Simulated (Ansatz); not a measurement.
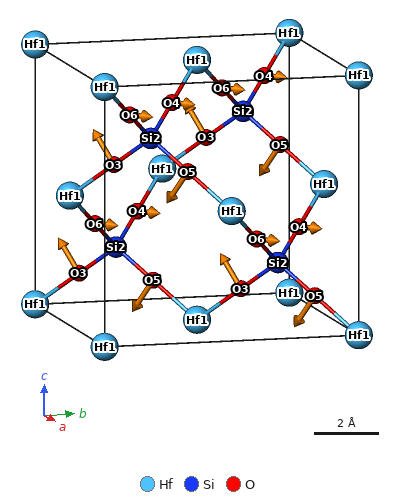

The lowest optical mode of a crystal of HfSiO4 (a generated structure), space group F-43m (No. 216), at the zone centre. The orange arrows give the relative displacements of the atoms. The picture is a ball-and-stick view of the conventional cell (4 times the calculation's cell), seen slightly off an axis. Lengths and directions refer to the drawn axes.

The calculation used DFT PBE, scalar-relativistic, plane waves, PAW in Ansatz 0.2.0. Settings: plane-wave cutoff 420 eV; k-point mesh 6 × 6 × 6; occupations fixed; no spin polarisation.

Frequencies are those without the non-analytic (LO–TO) term.

Q: Is this crystal at a minimum with respect to the drawn distortion?

A: Yes: this softest mode has a real frequency, and so have all others here. That speaks for this wave vector alone: the rest of the zone wasn't checked in this run. This is the T₁ mode (triply degenerate; one member of the set is drawn) at 6.2 meV, the lowest optical level, silent by symmetry (neither infrared- nor Raman-active). The Hf and Si atoms stay at rest; atoms of one kind move against one another, with no net shift of their sublattice; the Hf–O, O–Si bond lengths don't change to first order, so for these it is a bending, tilting or sliding motion.
